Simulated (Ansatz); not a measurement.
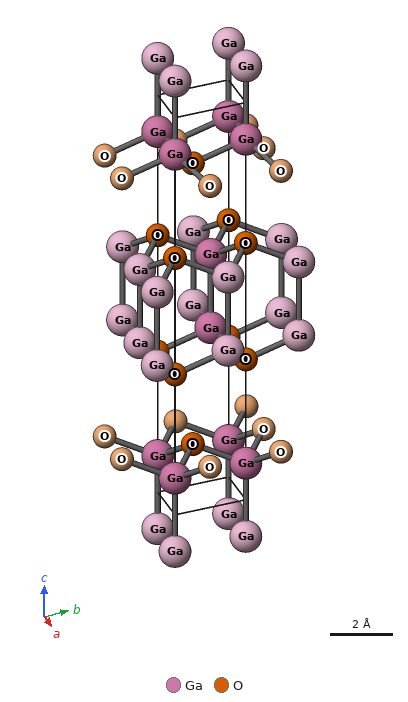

Figure 1. The input geometry (ball-and-stick view of the cell of the calculation, seen slightly off an axis; neighbours outside the cell are drawn fainter). An atom can appear more than once, as a periodic image.

# Phonon calculation, with input and output: GaO (part 1 of 2)

System: GaO (P-6m2, 8 atoms in the cell).
Method: DFT PBEsol, scalar-relativistic, plane waves, PAW, no spin polarisation (Ansatz 0.2.0).

It belongs to a series of runs on one base structure; here: phonon dispersion, density of states and thermodynamics.

### The input
```yaml
crystal:
  lattice:
    - [3.0594931, 0.0, 0.0]
    - [-1.52974655, 2.6495987473, 0.0]
    - [0.0, 0.0, 13.4258753949]
  atoms:
    - { symbol: Ga, position: [0.3333333333, 0.6666666667, 0.4078738376] }
    - { symbol: Ga, position: [0.3333333333, 0.6666666667, 0.5921261624] }
    - { symbol: Ga, position: [0.0, 0.0, 0.0921278496] }
    - { symbol: Ga, position: [0.0, 0.0, 0.9078721504] }
    - { symbol: O, position: [0.6666666667, 0.3333333333, 0.1464730493] }
    - { symbol: O, position: [0.6666666667, 0.3333333333, 0.8535269507] }
    - { symbol: O, position: [0.0, 0.0, 0.3534284814] }
    - { symbol: O, position: [0.0, 0.0, 0.6465715186] }
basis:
  ecutwfc: 420
kpoints:
  mp_grid: { grid: [12, 12, 2] }
hamiltonian:
  xc: pbesol
scf:
  occupations: { method: fixed }
output:
  eigenvalues: true
phonons:
  method: dfpt
  dielectric: true
  rigid_motions: translations
  eigenvectors: true
  qmesh: [3, 3, 1]
  temperatures: { t_max: 1000, t_step: 100 }
  qpath:
    path:
      - [[0.0, 0.0, 0.0], [0.5, 0.0, 0.0], [0.33333333, 0.33333333, 0.0], [0.0, 0.0, 0.0], [0.0, 0.0, 0.5], [0.5, 0.0, 0.5], [0.33333333, 0.33333333, 0.5], [0.0, 0.0, 0.5]]
      - [[0.5, 0.0, 0.5], [0.5, 0.0, 0.0]]
      - [[0.33333333, 0.33333333, 0.5], [0.33333333, 0.33333333, 0.0]]
    npoints: 8
```

Machine: 4 threads of Arm Neoverse V2, 24 GiB of memory available, shared host.

Run as:
```bash
ansatz run input.yaml --threads 4 --pin off --max-ram 12288MiB --backend cpu --events-out ev --progress --plain --runs-dir out
```

### Log
```
Warning: phonons: the dynamical matrix that this run interpolates holds no multipole term above the dipole-dipole one, and a site of this crystal is no centre of inversion, so its interpolated transverse optical and acoustic branches and sound speeds can stay off near Gamma, and the density of states and the thermodynamics with them. What a run solves at a wave vector of phonons.qpoints, Gamma apart, where the deck admits one, is free of this, and under fd what a larger phonons.supercell samples
Engine: ansatz 0.2.0, aarch64-unknown-linux-gnu
Pseudopotentials: kind: paw
Pseudopotential: Ga, paw, valence charge 13, recommended cutoff 420 eV (normal), Ga.paw.azcp
Pseudopotential: O, paw, valence charge 6, recommended cutoff 420 eV (normal), O.paw.azcp
Functional definition: PBEsol
  exchange = pbesol_x
  correlation = pbesol_c
Crystal: 8 atoms, lattice volume = 108.836 Å³
Basis set: ecut = 420 eV, 2097 PW (Γ), exchange–correlation on 48×48×180 points (8 copies of the dense FFT grid, shifted against one another)
Bands: 46, of which v1, the nominal top of the filled ones, is band 38 counted from 1 (37 counted from 0)
Symmetry: 12 space group operations
k-points: 86 of 288 (irreducible under 2 space group operations, time reversal used)
Non-local potential: Ga, projectors of the file, l = 0: 2, l = 1: 2, l = 2: 3, l = 3: 1
Non-local potential: O, projectors of the file, l = 0: 2, l = 1: 2, l = 2: 1
PAW form: soft (Blöchl's): semilocal exchange-correlation on the pseudo side does not see the compensation charge
PAW frozen core: Ga, regenerated for the run's functional, and the local potential with it (the file was generated under x = pbe(κ = 0.804, μ = 0.2195149727645171), c = pbe(β = 0.06672455060314922))
PAW frozen core: O, regenerated for the run's functional, and the local potential with it (the file was generated under x = pbe(κ = 0.804, μ = 0.2195149727645171), c = pbe(β = 0.06672455060314922))
PAW one-centre angular grid: Ga, 590 points (default); XC on 64 Gauss nodes
PAW one-centre angular grid: O, 110 points (default); XC on 64 Gauss nodes
Initial density: superposition of atomic densities (neutral atoms: chi_scale 0, normalization atom), corrected by the library's trained network
Initial wavefunctions: pseudopotential atomic-orbital guess
Functional: x = pbesol(κ = 0.804, μ = 0.12345679012345678), c = pbesol(β = 0.046)
SCF iter   1: F=—  HF=-17217.970736 eV  |F-HF|=—  |Δ(HF+E_count)|=         —  Δρ=1.95e-2  dr2=4.51e-1  ethr=1.77e-3  ⟨swp⟩=5.0  Hψ=12498  notcnv=0  defer=512
preconditioner: auto → Resta (q_TF=auto, 2.570 Å⁻¹)  ε∞=4.5  [insulator: Δε(μ)=1.121 eV  Ē_g=16.471 eV  n_scr=40 (ndim 8)  ℏωp=31.0 eV  f_vac=0.104  ε∞_Penn≈4.5]
SCF iter   2: F=—  HF=-17217.872713 eV  |F-HF|=—  |Δ(HF+E_count)|=   9.80e-2  Δρ=5.22e-3  dr2=1.63e-2  ethr=5.94e-4  ⟨swp⟩=2.1  Hψ=5709  notcnv=0  defer=514
SCF iter   3: F=—  HF=-17217.868853 eV  |F-HF|=—  |Δ(HF+E_count)|=   3.86e-3  Δρ=1.68e-3  dr2=4.50e-3  ethr=2.14e-5  ⟨swp⟩=2.0  Hψ=5221  notcnv=0  defer=516
SCF iter   4: F=—  HF=-17217.868115 eV  |F-HF|=—  |Δ(HF+E_count)|=   7.38e-4  Δρ=6.79e-4  dr2=5.81e-4  ethr=5.92e-6  ⟨swp⟩=3.0  Hψ=7068  notcnv=0  defer=516
SCF iter   5: F=—  HF=-17217.867815 eV  |F-HF|=—  |Δ(HF+E_count)|=   3.00e-4  Δρ=2.39e-4  dr2=6.63e-5  ethr=7.64e-7  ⟨swp⟩=2.0  Hψ=6632  notcnv=0  defer=503
SCF iter   6: F=—  HF=-17217.867847 eV  |F-HF|=—  |Δ(HF+E_count)|=   3.19e-5  Δρ=5.15e-5  dr2=3.43e-6  ethr=8.72e-8  ⟨swp⟩=2.0  Hψ=4771  notcnv=0  defer=298
SCF iter   7: F=—  HF=-17217.867853 eV  |F-HF|=—  |Δ(HF+E_count)|=   5.92e-6  Δρ=1.06e-5  dr2=1.76e-7  ethr=4.51e-9  ⟨swp⟩=2.3  Hψ=5741  notcnv=0  defer=292
SCF iter   8: F=—  HF=-17217.867853 eV  |F-HF|=—  |Δ(HF+E_count)|=   3.05e-7  Δρ=7.93e-6  dr2=5.64e-8  ethr=2.31e-10  ⟨swp⟩=2.0  Hψ=6876  notcnv=0  defer=292
SCF iter   9: F=—  HF=-17217.867853 eV  |F-HF|=—  |Δ(HF+E_count)|=   2.68e-8  Δρ=2.53e-6  dr2=7.15e-9  ethr=7.42e-11  ⟨swp⟩=2.1  Hψ=6681  notcnv=0  defer=292
SCF iter  10: F=—  HF=-17217.867853 eV  |F-HF|=—  |Δ(HF+E_count)|=   5.76e-9  Δρ=9.54e-7  dr2=8.99e-10  ethr=9.41e-12  ⟨swp⟩=2.4  Hψ=6918  notcnv=0  defer=292
SCF iter  11: F=—  HF=-17217.867853 eV  |F-HF|=—  |Δ(HF+E_count)|=  3.67e-10  Δρ=5.10e-7  dr2=2.43e-10  ethr=1.18e-12  ⟨swp⟩=2.0  Hψ=6932  notcnv=0  defer=292
SCF iter  12: F=-17217.867853 eV  HF=-17217.867853 eV  |F-HF|=7.28e-12  |Δ(HF+E_count)|=  4.37e-11  Δρ=1.11e-7  dr2=1.51e-11  ethr=1.00e-12  ⟨swp⟩=12.8  Hψ=23084  notcnv=0
SCF 1 converged in 12 iterations: F = -17217.867853 eV  dr2 = 1.51e-11
  greatest PAW one-centre occupation: 0.996 electrons in one spin orbital (limit 2), on the Ga atom at site 3 (counted from 0), in its partial waves of l = 2
DFPT response loops at Γ: preconditioner auto → Resta (q_TF=auto, 2.570 Å⁻¹)  ε∞=6.9 (no band partly filled); β = 1.00, the filter's whole step (`scf.mixing.beta` (0.50) is not read by the response loops at its default; to damp them type it under 1.00, their step now; it binds the ground state too); Broyden in place of MSR1
── the response to a field inside a basis, on 14×14×4 k-points: an SCF that follows is theirs, and a resumed run solves both again ──
Bands: 39, of which v1, the nominal top of the filled ones, is band 38 counted from 1 (37 counted from 0)
k-points: 112 of 784 (irreducible under 4 space group operations, time reversal used)
Initial density: handed on by an earlier stage of this run
Initial wavefunctions: pseudopotential atomic-orbital guess (no wavefunctions were taken with the density)
Eigensolver: Dense (112 Hₖ)
SCF iter   1: F=—  HF=-17217.610051 eV  |F-HF|=—  |Δ(HF+E_count)|=         —  Δρ=7.17e-4  dr2=1.62e-4  ethr=1.00e-1
preconditioner: auto → Resta (q_TF=auto, 2.570 Å⁻¹)  ε∞=6.0  [insulator: Δε(μ)=1.424 eV  Ē_g=13.831 eV  n_scr=40 (ndim 8)  ℏωp=31.0 eV  f_vac=0.108  ε∞_Penn≈6.0]
SCF iter   2: F=—  HF=-17217.610124 eV  |F-HF|=—  |Δ(HF+E_count)|=   7.29e-5  Δρ=3.54e-4  dr2=4.39e-5  ethr=2.13e-7
SCF iter   3: F=—  HF=-17217.610159 eV  |F-HF|=—  |Δ(HF+E_count)|=   3.54e-5  Δρ=1.34e-4  dr2=8.40e-6  ethr=5.77e-8
SCF iter   4: F=—  HF=-17217.610162 eV  |F-HF|=—  |Δ(HF+E_count)|=   2.14e-6  Δρ=2.67e-5  dr2=7.28e-7  ethr=1.10e-8
SCF iter   5: F=—  HF=-17217.610162 eV  |F-HF|=—  |Δ(HF+E_count)|=   2.74e-7  Δρ=1.32e-5  dr2=2.58e-7  ethr=9.58e-10
SCF iter   6: F=-17217.610162 eV  HF=-17217.610162 eV  |F-HF|=1.15e-8  |Δ(HF+E_count)|=   1.04e-7  Δρ=2.90e-6  dr2=2.61e-8  ethr=3.39e-10
SCF 1 converged in 6 iterations: F = -17217.610162 eV  dr2 = 2.61e-8
  greatest PAW one-centre occupation: 0.995 electrons in one spin orbital (limit 2), on the Ga atom at site 1 (counted from 0), in its partial waves of l = 2
DFPT response loops at Γ: preconditioner auto → Resta (q_TF=auto, 2.570 Å⁻¹)  ε∞=6.5 (no band partly filled); β = 1.00, the filter's whole step (`scf.mixing.beta` (0.50) is not read by the response loops at its default; to damp them type it under 1.00, their step now; it binds the ground state too); Broyden in place of MSR1
WARN: field response: ε∞ stands inside a basis, on 14×14×4 points; the force constants stand on the 12×12×2 k-mesh, whose period is 10.54 times the interband length at k = (0.0000, 0.0000, 0.0000), direct gap 1.372 eV, under 14: take them and everything formed from them as unconverged, and compare with a denser kpoints.mp_grid
NSCF: frozen V_eff on 38 k-points
NSCF: frozen V_eff on 312 k-points
DFPT response loops at q = (0, 0.3333333333333333, 0) (fractional): preconditioner auto → Resta (q_TF=auto, 2.570 Å⁻¹)  ε∞=6.9 (no band partly filled); β = 1.00, the filter's whole step (`scf.mixing.beta` (0.50) is not read by the response loops at its default; to damp them type it under 1.00, their step now; it binds the ground state too); Broyden in place of MSR1
NSCF: frozen V_eff on 312 k-points
DFPT response loops at q = (0.3333333333333333, 0.3333333333333333, 0) (fractional): mixed as the last ones told, above
SCF converged after 12 iterations
Free energy (F): -17217.867853 eV
Harris-Foulkes:  -17217.867853 eV  (|F-HF|=7.28e-12)
Internal energy: -17217.867853 eV  (E = F + TS)
E sigma→0 (E₀):  -17217.867853 eV
Fermi energy:    6.766981 eV
--- Per-component energies (eV) ---
  E_band       = -269.681295
  E_kinetic    = 1160.808391
  E_local      = -9717.680382  (includes V_loc(G=0)·N_el)
  E_nonlocal   = 1911.299083
  E_hartree    = 4394.971874
  E_xc         = -561.964144
  E_vxc        = -602.304999  (∫ρ·V_xc dr)
  E_paw        = -8421.504721  (= ΣΔE_a)
  E_vpaw       = -1811.756478  (= ΣTr[D̂ρ^β])
  E_aug_tail   = 0.009339  (compensation charges beyond the density's cutoff)
  E_ewald      = -5987.400355
  E_core_change = 3.593063  (= ΣΔE_core)
  E_smearing   = -0.000000  (= −TS)
  E_closure    = 0.000000  (closes the sum)
  Σ components = -17217.867853   (vs F -17217.867853, Δ=0.00e0)
--- Band table (eV; the first three rows and the last of 86) ---
  k-point 0: bands = ["-12.1811", "-12.1061", "-12.0419", "-11.9643", "-7.0363", "-7.0363", "-6.9952", "-6.9952", "-6.9551", "-6.9551", "-6.9141", "-6.9141", "-6.9049", "-6.8155", "-6.7369", "-6.7369", "-6.6539", "-6.6539", "-6.5933", "-6.5933", "-6.5103", "-6.5103", "-6.5088", "-6.4146", "-0.2012", "0.0358", "2.8838", "3.6071", "4.6218", "4.6218", "4.6612", "4.6612", "4.7083", "4.7083", "4.7484", "4.7484", "5.5183", "6.6661", "8.0380", "8.9989", "11.2423", "11.6676", "15.5711", "16.5242", "17.3105", "17.3105"]
  k-point 1: bands = ["-12.1692", "-12.1332", "-12.0136", "-11.9774", "-7.0363", "-7.0363", "-6.9953", "-6.9953", "-6.9551", "-6.9551", "-6.9141", "-6.9141", "-6.9032", "-6.8187", "-6.7369", "-6.7369", "-6.6539", "-6.6539", "-6.5933", "-6.5933", "-6.5103", "-6.5103", "-6.5033", "-6.4187", "-0.1319", "-0.0458", "3.1673", "3.2525", "4.6234", "4.6234", "4.6562", "4.6562", "4.7132", "4.7132", "4.7461", "4.7461", "6.0204", "6.1017", "8.5359", "8.6113", "11.4308", "11.5090", "15.9003", "15.9667", "17.3171", "17.3171"]
```
